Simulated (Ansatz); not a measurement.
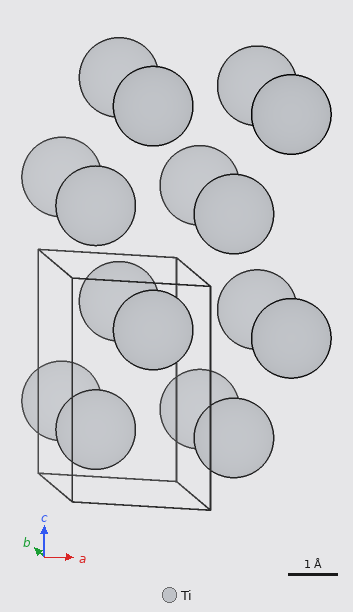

The starting point is a symmetric starting cell of Ti. A spheres-only model of the cell of the calculation, repeated 2 × 2 × 2 with one cell outlined, seen slightly off an axis.

All numbers below come from DFT PBE, scalar-relativistic, plane waves, PAW (Ansatz 0.2.0). Settings: plane-wave cutoff 420 eV; k-point mesh 18 × 18 × 10; occupations gaussian; smearing width 0.1 eV; no spin polarisation.

Now this is done to it. The cell is strained by +2.6 % along c and −3.4 % across it (volume −4.3 %), the atoms keeping their fractional coordinates. No relaxation follows. The starting cell wasn't computed here and needn't be at equilibrium, so pressure and forces aren't due to the change alone.

> What is the effect?

The pressure is 3.3 GPa (not all of it need come from the change, since the unchanged cell can be under pressure at this level too). The principal stresses (compression positive) are −1.4 GPa along c and 5.7 GPa across it. All forces vanish by symmetry. Near-neighbour distances before and after: Ti–Ti 2.950 → 2.850 Å, Ti–Ti 2.897 → 2.913 Å. The space group stays P6_3/mmc (No. 194).

The changed structure in the same view:

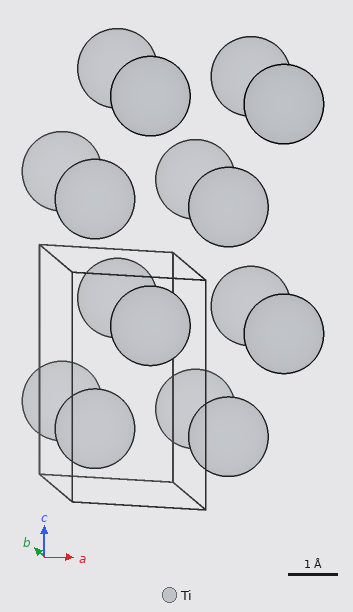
